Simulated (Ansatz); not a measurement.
## Geometry relaxation, with input and output: Ir

- system: Ir (Fm-3m, 1 atom in the cell)
- method: DFT r2SCAN, scalar-relativistic, plane waves, PAW, no spin polarisation (Ansatz 0.2.0)

The structure derives from an entry of the Crystallography Open Database. Figures and captions count atoms from 1; the log counts them from 0 in places.

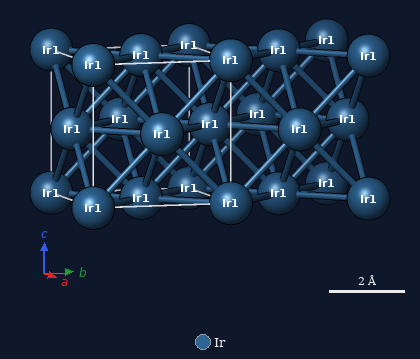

Figure 1. The starting structure (ball-and-stick view of the cell 4 times as large as that of the calculation, set on its symmetry axes, repeated 1 × 2 × 1, seen slightly off an axis; atoms are numbered from 1 in the order of the input). An atom can appear more than once, as a periodic image.

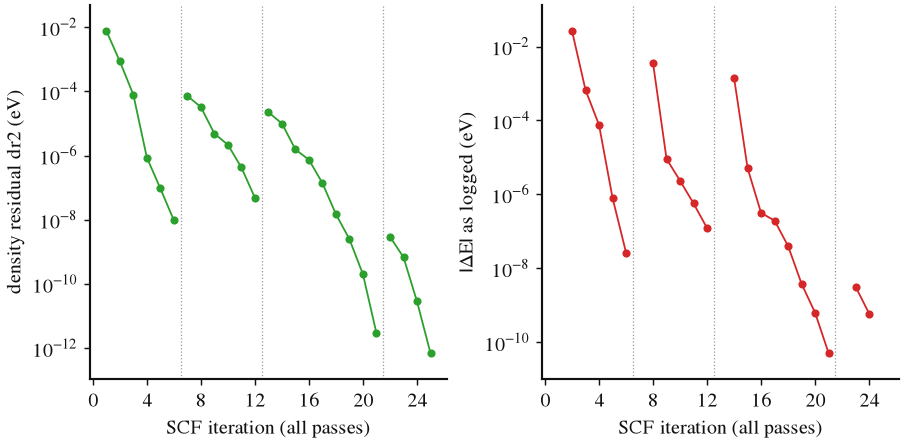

Figure 2. Convergence of the self-consistent field: density residual dr2 and size of the energy change against the SCF iteration. The dotted lines part the SCF passes of the relaxation: geometry steps, rejected trials and re-solves on a re-selected basis. The passes take 6, 6, 9 and 4 iterations.

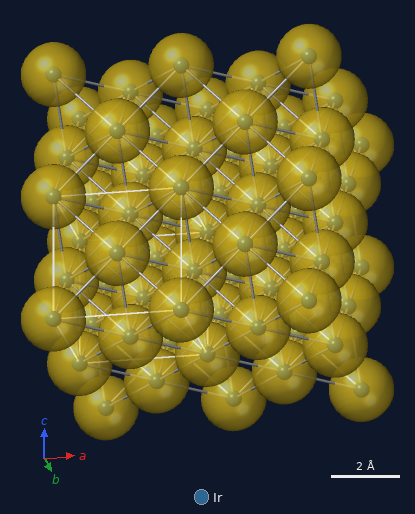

Figure 3. Isosurface of the valence electron density at 1 e/Å³ (yellow), seen at an oblique angle. Sticks mark near contacts. The outline is the cell set on symmetry axes. At this value the density breaks into separate islands; it holds about 70 % of the electrons treated as valence (semicore included). It is pinched off along the Ir–Ir (2.72 Å) contacts. On the grid the lowest density along these lines, outside the cores, is 0.44 e/Å³ (Ir–Ir, 2.72 Å). The fields are those of the smooth PAW valence density.

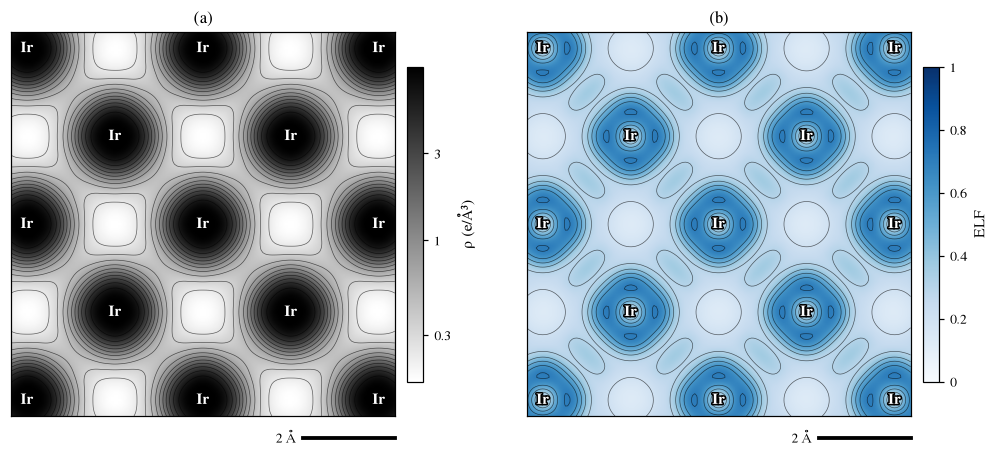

Figure 4. (a) valence charge density (pseudo); (b) electron localisation function on the (100) plane of the conventional cell. Away from the nuclei the density in this plane falls to 0.17 e/Å³ at its lowest. The strong features right at Ir lie inside the PAW spheres (semicore, d or f shells) and say nothing about bonding.

The input and output of the run follow.

## Input file
```yaml
crystal:
  lattice:
    - [0.0, 1.9197, 1.9197]
    - [1.9197, 0.0, 1.9197]
    - [1.9197, 1.9197, 0.0]
  atoms:
    - { symbol: Ir, position: [0.0, 0.0, 0.0] }
basis:
  ecutwfc: 500
kpoints:
  mp_grid: { grid: [18, 18, 18] }
hamiltonian:
  xc: r2scan
scf:
  occupations: { method: gaussian, width: 0.1 }
output:
  forces: true
  stress: true
  eigenvalues: true
  write_density: true
  write_potential: true
  elf: true
  volumetric_format: npy
relax:
  adjacent_minimum: "off"
  f_tol: 0.005
  max_steps: 80
  cell: { stress_tol: 0.05 }
```

Command:
```bash
ansatz run input.yaml --threads 2 --pin off --max-ram 5120MiB --backend cpu --events-out ev --progress --plain --runs-dir out
```

## Log
```
Engine: ansatz 0.2.0, x86_64-unknown-linux-gnu
Pseudopotentials: kind: paw
Pseudopotential: Ir, paw, valence charge 17, recommended cutoff 500 eV (meta_gga), Ir.paw.azcp
Functional definition: r2SCAN
  parameter k0 = 0.174
  parameter k1 = 0.065
  parameter a1 = 4.9479
  exchange = r2scan_x(k0 = k0, k1 = k1, a1 = a1)
  correlation = r2scan_c
Crystal: 1 atoms, lattice volume = 14.149 Å³
Basis set: ecut = 500 eV, 339 PW (Γ), exchange–correlation on 80×80×80 points (64 copies of the dense FFT grid, shifted against one another)
Bands: 13, of which v1, the nominal top of the filled ones, is band 9 counted from 1 (8 counted from 0)
Symmetry: 48 space group operations
Space group: Fm-3m (ITA 225), of the structure as read, at distance tolerance 2.4e-5 Å
k-points: 195 of 5832
Non-local potential: Ir, projectors of the file, l = 0: 3, l = 1: 2, l = 2: 2, l = 3: 1
PAW form: soft (Blöchl's): semilocal exchange-correlation on the pseudo side does not see the compensation charge
PAW frozen core: Ir, regenerated for the run's functional (the file was generated under x = pbe(κ = 0.804, μ = 0.2195149727645171), c = pbe(β = 0.06672455060314922))
PAW one-centre angular grid: Ir, 590 points (default); XC on 160 Gauss nodes
Initial density: superposition of atomic densities (neutral atoms: chi_scale 0, normalization atom), corrected by the library's trained network
Initial wavefunctions: pseudopotential atomic-orbital guess
Functional: x = r2scan, c = r2scan; τ floored in thin density (d = 2e-4 eV/Å³)
SCF iter   1: F=—  HF=-11948.699771 eV  |F-HF|=—  |Δ(HF+E_count)|=         —  Δρ=1.11e-2  dr2=7.72e-3  dr2_τ=3.76e-2  ethr=1.77e-3  ⟨swp⟩=5.1  Hψ=14570  notcnv=0
preconditioner: auto → none  [metal: Δε(μ)=0.001 eV  Ē_g=14.936 eV  σ=0.100 eV  W_gap=0.01  n_scr=0 (ndim 8)  ℏωp=29.6 eV  f_vac=0.000  D(μ)=0.98/eV (n_scr^D=14)]
SCF iter   2: F=—  HF=-11948.726358 eV  |F-HF|=—  |Δ(HF+E_count)|=   2.66e-2  Δρ=5.18e-3  dr2=8.60e-4  dr2_τ=4.42e-4  ethr=4.54e-5  ⟨swp⟩=2.0  Hψ=5759  notcnv=0  defer=83
SCF iter   3: F=—  HF=-11948.727029 eV  |F-HF|=—  |Δ(HF+E_count)|=   6.71e-4  Δρ=1.61e-3  dr2=7.86e-5  dr2_τ=2.61e-5  ethr=5.06e-6  ⟨swp⟩=2.0  Hψ=3023  notcnv=0  defer=83
SCF iter   4: F=—  HF=-11948.727106 eV  |F-HF|=—  |Δ(HF+E_count)|=   7.61e-5  Δρ=1.31e-4  dr2=8.68e-7  dr2_τ=1.00e-7  ethr=4.62e-7  ⟨swp⟩=2.3  Hψ=3532  notcnv=0  defer=83
iter 5 did not close the SCF: its close was put off for the readings that it lacked (scf_convergence_deferred on its scf_iter line)
SCF iter   5: F=-11948.727106 eV  HF=-11948.727106 eV  |F-HF|=6.06e-9  |Δ(HF+E_count)|=   8.12e-7  Δρ=3.29e-5  dr2=9.46e-8  dr2_τ=1.35e-8  ethr=5.10e-9  ⟨swp⟩=2.0  Hψ=3763  notcnv=0  defer=83
SCF iter   6: F=-11948.727106 eV  HF=-11948.727106 eV  |F-HF|=4.98e-10  |Δ(HF+E_count)|=   2.69e-8  Δρ=9.98e-6  dr2=9.61e-9  dr2_τ=8.66e-10  ethr=5.56e-10  ⟨swp⟩=6.8  Hψ=14508  notcnv=0
SCF 1 converged in 6 iterations: F = -11948.727106 eV  dr2 = 9.61e-9
  greatest PAW one-centre occupation: 1.000 electrons in one spin orbital (limit 2), on the Ir atom at site 0 (counted from 0), in its partial waves of l = 0
relax step   1: F+E_penalty+E_count = -11948.72710642 eV  Δ(F+E_penalty+E_count) = +0.000e0 eV  max|allowed force component| = 0.000e0 eV/Å  Δτ_max = 0.0000 Å  P = +1.420 GPa  Ω = 14.149 Å³  (6 SCF iters, dr2 threshold 1.00e-7 eV, accepted)
Crystal: 1 atoms, lattice volume = 14.299 Å³
Initial density: handed on by an earlier stage of this run
Initial wavefunctions: those handed on with the density
iter 1 solved again at ethr=3.80e-7 eV; its pass at ethr=3.10e-3 eV (dr2=6.46e-5 eV) is discarded
SCF iter   1: F=—  HF=-11948.722916 eV  |F-HF|=—  |Δ(HF+E_count)|=         —  Δρ=7.51e-4  dr2=7.23e-5  dr2_τ=4.06e-3  ethr=3.80e-7  ⟨swp⟩=2.0  Hψ=16834  notcnv=0
preconditioner: auto → none  [metal: Δε(μ)=0.014 eV  Ē_g=14.738 eV  σ=0.100 eV  W_gap=0.08  n_scr=0 (ndim 8)  ℏωp=29.5 eV  f_vac=0.000  D(μ)=1.00/eV (n_scr^D=14)]
SCF iter   2: F=—  HF=-11948.726465 eV  |F-HF|=—  |Δ(HF+E_count)|=   3.55e-3  Δρ=5.15e-4  dr2=3.25e-5  dr2_τ=1.43e-5  ethr=3.80e-7  ⟨swp⟩=2.0  Hψ=4213  notcnv=0
SCF iter   3: F=—  HF=-11948.726456 eV  |F-HF|=—  |Δ(HF+E_count)|=   9.15e-6  Δρ=2.27e-4  dr2=4.83e-6  dr2_τ=9.76e-7  ethr=1.91e-7  ⟨swp⟩=2.2  Hψ=3515  notcnv=0
SCF iter   4: F=—  HF=-11948.726459 eV  |F-HF|=—  |Δ(HF+E_count)|=   2.35e-6  Δρ=1.25e-4  dr2=2.17e-6  dr2_τ=2.57e-7  ethr=2.84e-8  ⟨swp⟩=2.0  Hψ=4019  notcnv=0
SCF iter   5: F=—  HF=-11948.726458 eV  |F-HF|=—  |Δ(HF+E_count)|=   5.72e-7  Δρ=5.54e-5  dr2=4.26e-7  dr2_τ=2.04e-8  ethr=1.28e-8  ⟨swp⟩=2.0  Hψ=3404  notcnv=0
SCF iter   6: F=-11948.726458 eV  HF=-11948.726458 eV  |F-HF|=3.38e-8  |Δ(HF+E_count)|=   1.23e-7  Δρ=1.88e-5  dr2=4.85e-8  dr2_τ=3.12e-9  ethr=5.88e-10  ⟨swp⟩=5.4  Hψ=13931  notcnv=0
SCF 2 converged in 6 iterations: F = -11948.726458 eV  dr2 = 4.85e-8
relax step   2: F+E_penalty+E_count = -11948.72645779 eV  Δ(F+E_penalty+E_count) = +6.486e-4 eV  max|allowed force component| = 0.000e0 eV/Å  Δτ_max = 0.0000 Å  P = -2.530 GPa  Ω = 14.299 Å³  energy of the carried Pulay correction = -1.095e-4 eV  (6 SCF iters, dr2 threshold 1.00e-7 eV, rejected (line search))
Crystal: 1 atoms, lattice volume = 14.203 Å³
iter 1 solved again at ethr=1.30e-7 eV; its pass at ethr=3.10e-3 eV (dr2=2.21e-5 eV) is discarded
SCF iter   1: F=—  HF=-11948.725890 eV  |F-HF|=—  |Δ(HF+E_count)|=         —  Δρ=4.26e-4  dr2=2.24e-5  dr2_τ=1.67e-3  ethr=1.30e-7  ⟨swp⟩=2.0  Hψ=16306  notcnv=0
preconditioner: auto → none  [metal: Δε(μ)=0.011 eV  Ē_g=14.843 eV  σ=0.100 eV  W_gap=0.06  n_scr=0 (ndim 8)  ℏωp=29.6 eV  f_vac=0.000  D(μ)=0.98/eV (n_scr^D=14)]
SCF iter   2: F=—  HF=-11948.727305 eV  |F-HF|=—  |Δ(HF+E_count)|=   1.42e-3  Δρ=2.91e-4  dr2=1.00e-5  dr2_τ=4.33e-6  ethr=1.30e-7  ⟨swp⟩=2.0  Hψ=4214  notcnv=0
SCF iter   3: F=—  HF=-11948.727300 eV  |F-HF|=—  |Δ(HF+E_count)|=   5.12e-6  Δρ=1.34e-4  dr2=1.55e-6  dr2_τ=3.21e-7  ethr=5.89e-8  ⟨swp⟩=2.2  Hψ=3496  notcnv=0
SCF iter   4: F=—  HF=-11948.727300 eV  |F-HF|=—  |Δ(HF+E_count)|=   3.16e-7  Δρ=7.37e-5  dr2=7.42e-7  dr2_τ=8.66e-8  ethr=9.13e-9  ⟨swp⟩=2.0  Hψ=4018  notcnv=0
SCF iter   5: F=—  HF=-11948.727300 eV  |F-HF|=—  |Δ(HF+E_count)|=   1.96e-7  Δρ=3.18e-5  dr2=1.38e-7  dr2_τ=6.71e-9  ethr=4.36e-9  ⟨swp⟩=2.0  Hψ=3415  notcnv=0
SCF iter   6: F=—  HF=-11948.727300 eV  |F-HF|=—  |Δ(HF+E_count)|=   4.01e-8  Δρ=1.05e-5  dr2=1.49e-8  dr2_τ=9.62e-10  ethr=8.13e-10  ⟨swp⟩=2.7  Hψ=3855  notcnv=0
SCF iter   7: F=—  HF=-11948.727300 eV  |F-HF|=—  |Δ(HF+E_count)|=   3.81e-9  Δρ=4.31e-6  dr2=2.47e-9  dr2_τ=2.40e-10  ethr=8.74e-11  ⟨swp⟩=2.1  Hψ=3368  notcnv=0
SCF iter   8: F=—  HF=-11948.727300 eV  |F-HF|=—  |Δ(HF+E_count)|=  6.29e-10  Δρ=1.24e-6  dr2=1.99e-10  dr2_τ=2.04e-11  ethr=1.45e-11  ⟨swp⟩=2.6  Hψ=3673  notcnv=0
SCF iter   9: F=-11948.727300 eV  HF=-11948.727300 eV  |F-HF|=1.09e-11  |Δ(HF+E_count)|=  5.09e-11  Δρ=1.52e-7  dr2=2.90e-12  dr2_τ=3.11e-13  ethr=1.00e-12  ⟨swp⟩=3.9  Hψ=11027  notcnv=0
SCF 3 converged in 9 iterations: F = -11948.727300 eV  dr2 = 2.90e-12
relax step   3: F+E_penalty+E_count = -11948.72729973 eV  Δ(F+E_penalty+E_count) = -1.933e-4 eV  max|allowed force component| = 0.000e0 eV/Å  Δτ_max = 0.0000 Å  P = -0.020 GPa  Ω = 14.203 Å³  energy of the carried Pulay correction = -3.922e-5 eV  (9 SCF iters, accepted)
Initial wavefunctions: pseudopotential atomic-orbital guess (no wavefunctions were taken with the density)
iter 1 solved again at ethr=5.44e-9 eV; its pass at ethr=3.10e-3 eV (dr2=9.26e-7 eV) is discarded
SCF iter   1: F=—  HF=-11948.727338 eV  |F-HF|=—  |Δ(HF+E_count)|=         —  Δρ=1.31e-5  dr2=2.96e-9  dr2_τ=4.05e-8  ethr=5.44e-9  ⟨swp⟩=3.1  Hψ=21043  notcnv=0
preconditioner: auto → none  [metal: Δε(μ)=0.012 eV  Ē_g=14.835 eV  σ=0.100 eV  W_gap=0.07  n_scr=0 (ndim 8)  ℏωp=29.6 eV  f_vac=0.000  D(μ)=0.98/eV (n_scr^D=14)]
SCF iter   2: F=—  HF=-11948.727338 eV  |F-HF|=—  |Δ(HF+E_count)|=   3.17e-9  Δρ=6.44e-6  dr2=6.80e-10  dr2_τ=7.80e-10  ethr=1.74e-11  ⟨swp⟩=2.2  Hψ=4059  notcnv=0
SCF iter   3: F=—  HF=-11948.727338 eV  |F-HF|=—  |Δ(HF+E_count)|=  6.00e-10  Δρ=5.35e-7  dr2=2.85e-11  dr2_τ=1.08e-11  ethr=4.00e-12  ⟨swp⟩=2.3  Hψ=3797  notcnv=0
SCF iter   4: F=-11948.727338 eV  HF=-11948.727338 eV  |F-HF|=0.00e0  |Δ(HF+E_count)|=    0.00e0  Δρ=1.61e-7  dr2=6.97e-13  dr2_τ=4.72e-13  ethr=1.00e-12  ⟨swp⟩=5.2  Hψ=9720  notcnv=0
SCF 4 converged in 4 iterations: F = -11948.727338 eV  dr2 = 6.97e-13
relax step   4: F+E_penalty+E_count = -11948.72733823 eV  Δ(F+E_penalty+E_count) = -3.850e-5 eV  max|allowed force component| = 0.000e0 eV/Å  Δτ_max = 0.0000 Å  P = -0.018 GPa  Ω = 14.203 Å³  stress off target by 1.80e-2 GPa  SCF on the basis re-selected at this cell (its energy is not comparable with the rows above)  (4 SCF iters)
basis re-selected at this cell: Δ(F+E_penalty+E_count) = -3.850e-5 eV, ΔP = +0.002 GPa vs the last step (what re-selecting the basis moved, of the pressure what is left beyond the Pulay correction that the steps carried, after the strain that the cell walked since its last selection, with what the two solves' SCF thresholds leave and, on support functions, any second-order correction that the steps lacked; it is no measure of the basis error at this ecutwfc). This SCF's stress stands 1.80e-2 GPa from its target on what of the cell is left free (relax.cell.stress_tol is 5.00e-2 GPa) and its largest allowed force component is 0.00e0 eV/Å (relax.f_tol is 5.00e-3 eV/Å): within both
SCF converged after 4 iterations
Free energy (F): -11948.727338 eV
Harris-Foulkes:  -11948.727338 eV  (|F-HF|=0.00e0)
Internal energy: -11948.722421 eV  (E = F + TS)
E sigma→0 (E₀):  -11948.724880 eV
Entropy (-TS):   -0.004917 eV (-4.917 meV/atom)
Fermi energy:    25.496472 eV
--- Per-component energies (eV) ---
  E_band       = -102.511491
  E_kinetic    = 623.505093
  E_local      = -1070.672329  (includes V_loc(G=0)·N_el)
  E_nonlocal   = 73.924059
  E_hartree    = 411.652472
  E_xc         = -255.488647
  E_vxc        = -333.600394  (∫ρ·V_xc dr)
  E_paw        = -9249.698499  (= ΣΔE_a)
  E_vpaw       = -239.681071  (= ΣTr[D̂ρ^β])
  E_aug_tail   = -0.000017  (compensation charges beyond the density's cutoff)
  E_vtau       = 20.708218  (kinetic-family band-sum trace: ∫τ·v_τ [+ j·A + Jᵃ·Aᵃ] dr)
  E_ewald      = -2481.627660
  E_core_change = -0.316894  (= ΣΔE_core)
  E_smearing   = -0.004917  (= −TS)
  E_closure    = -0.000000  (closes the sum)
  Σ components = -11948.727338   (vs F -11948.727338, Δ=0.00e0)
--- Forces (eV/Å), atoms counted from 1 ---
  atom   1  Ir    -0.00000000    -0.00000000     0.00000000
  max |Σ_I F_I| component: 4.52e-32 eV/Å
--- Stress (GPa, compression-positive) ---
       -0.018040      -0.000000      -0.000000
       -0.000000      -0.018040      -0.000000
       -0.000000      -0.000000      -0.018040
  P = ⅓ Tr σ = -0.0180 GPa (-0.180 kbar)
--- Band table (eV; the first three rows and the last of 195) ---
  k-point 0: bands = ["-69.4761", "-25.3097", "-25.3097", "-25.3097", "13.9862", "21.4735", "21.4735", "21.4735", "24.1709", "24.1709", "39.7211", "45.4933", "45.4933"]
  k-point 1: bands = ["-69.4739", "-25.3360", "-25.3132", "-25.3132", "14.1304", "21.3955", "21.5355", "21.5355", "24.1305", "24.1305", "39.9691", "44.8503", "45.7303"]
  k-point 2: bands = ["-69.4675", "-25.4114", "-25.3235", "-25.3235", "14.5477", "21.1957", "21.6970", "21.6970", "24.0430", "24.0430", "40.6514", "43.5029", "46.4219"]
  k-point 194: bands = ["-69.3778", "-25.9046", "-25.8212", "-25.6277", "18.9247", "19.9071", "21.0025", "23.6694", "27.0323", "34.0913", "34.1616", "35.5168", "39.3362"]
--- Relaxed structure (3 steps of the walk, 2 accepted, 1 SCFs on fresh bases) ---
  F+E_penalty+E_count = -11948.72733823 eV   max|allowed force component| = 0.000e0 eV/Å   (the final SCF, on the basis selected at the relaxed cell)
  cell:  # Å, volume = 14.2026 Å³
    - [5.095372032895589e-34, 1.9221147239994318, 1.9221147239994318]
    - [1.9221147239994318, 3.5667604230269127e-34, 1.9221147239994318]
    - [1.9221147239994318, 1.9221147239994318, 3.5667604230269127e-34]
  atoms:
    - { symbol: Ir, position: [0.0, 0.0, 0.0] }
```

## Trajectory as extended XYZ (Å, eV, eV/Å), 4 frames, from step=1 to step=4
```
1
Lattice="0.0000 1.9197 1.9197 1.9197 0.0000 1.9197 1.9197 1.9197 0.0000" Properties=species:S:1:pos:R:3:forces:R:3 step=1 energy=-11948.72711 pressure_GPa=1.42
Ir    0.0000    0.0000    0.0000    0.0000   0.0000   0.0000
1
Lattice="0.0000 1.9264 1.9264 1.9264 0.0000 1.9264 1.9264 1.9264 0.0000" Properties=species:S:1:pos:R:3:forces:R:3 step=2 energy=-11948.72646 pressure_GPa=-2.53 accepted=F
Ir    0.0000    0.0000    0.0000    0.0000   0.0000   0.0000
1
Lattice="0.0000 1.9221 1.9221 1.9221 0.0000 1.9221 1.9221 1.9221 0.0000" Properties=species:S:1:pos:R:3:forces:R:3 step=3 energy=-11948.72730 pressure_GPa=-0.02
Ir    0.0000    0.0000    0.0000    0.0000   0.0000   0.0000
1
Lattice="0.0000 1.9221 1.9221 1.9221 0.0000 1.9221 1.9221 1.9221 0.0000" Properties=species:S:1:pos:R:3:forces:R:3 step=4 energy=-11948.72734 pressure_GPa=-0.02
Ir    0.0000    0.0000    0.0000    0.0000   0.0000   0.0000
```

## Summary

- outcome: converged
- space group (tolerance 0.01 Å): Fm-3m (225)
- electrons treated: 17
- free energy: −11948.7273 eV
- Fermi energy: 25.496 eV
- gap on the k-point mesh: none (metallic)
- pressure: −0.02 GPa
- final volume: 14.20 Å³
- largest force (length of the vector) at the end: under 0.001 eV/Å
- final cell: a = 2.718 Å, b = 2.718 Å, c = 2.718 Å, α = 60.00°, β = 60.00°, γ = 60.00°
- hardware: 2 threads of Intel Xeon @ 2.50GHz (Skylake/Cascade Lake), 32 GiB of memory available, shared host
- wall time: 16 s (CPU time 30 s)
- peak memory: 0.44 GiB

## Remarks

Spin–orbit coupling is left out, which matters for Ir.
